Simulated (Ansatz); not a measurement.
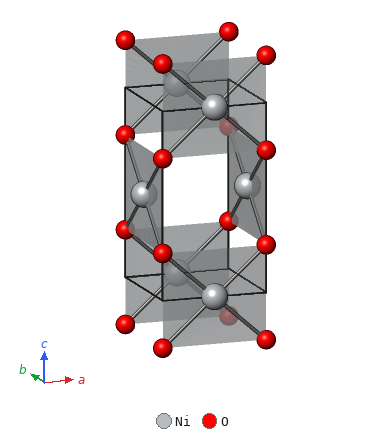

Shown here is a polyhedral view of the crystal, taken slightly off an axis. The parallelepiped is the conventional unit cell. Some atoms of the next cells are drawn as well. Cell: a = 2.83 Å, b = 2.83 Å, c = 5.01 Å, α = 90.00°, β = 90.00°, γ = 90.00°.

The structure comes from a random cell made by a generator, so it need not be a real form of the compound. Earlier steps of the study may have refined or changed the cell and positions. It went into a calculation with Ansatz.

> What is this?

It has the composition NiO. Space group P4_2/mmc (No. 131), lattice primitive tetragonal. It has 4 atoms to the cell (2 Ni, 2 O). The polyhedra are NiO4 squares; they share corners and edges. Each Ni has four O in a distorted square planar arrangement at about 1.9 Å. The neighbours of O are four Ni in a distorted tetrahedral arrangement at about 1.9 Å. The bonds build a three-dimensional framework.

Setup: DFT r2SCAN, scalar-relativistic, plane waves, PAW (Ansatz); plane-wave cutoff 500 eV, the zone sampled with 16×16×10 points, Gaussian smearing of 0.1 eV, no spin polarisation (a spin-restricted run, not always the ground state).

> Is the electronic structure metallic or gapped?

A metal: bands cross the Fermi level.

> What are the atomic charges by Bader's partition?

Ni +1.03 e; O -1.03 e.

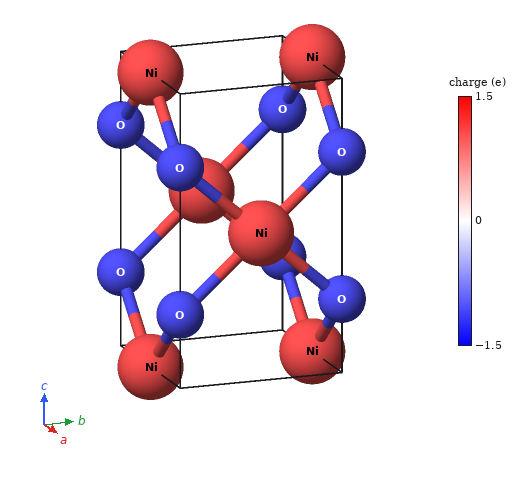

The atoms coloured by those charges. The run's cell of 4 atoms is drawn.

> Do the forces and the stress vanish for this geometry?

No. All forces vanish to within 0.01 eV/Å. The pressure is -7.8 GPa, so the cell would contract.
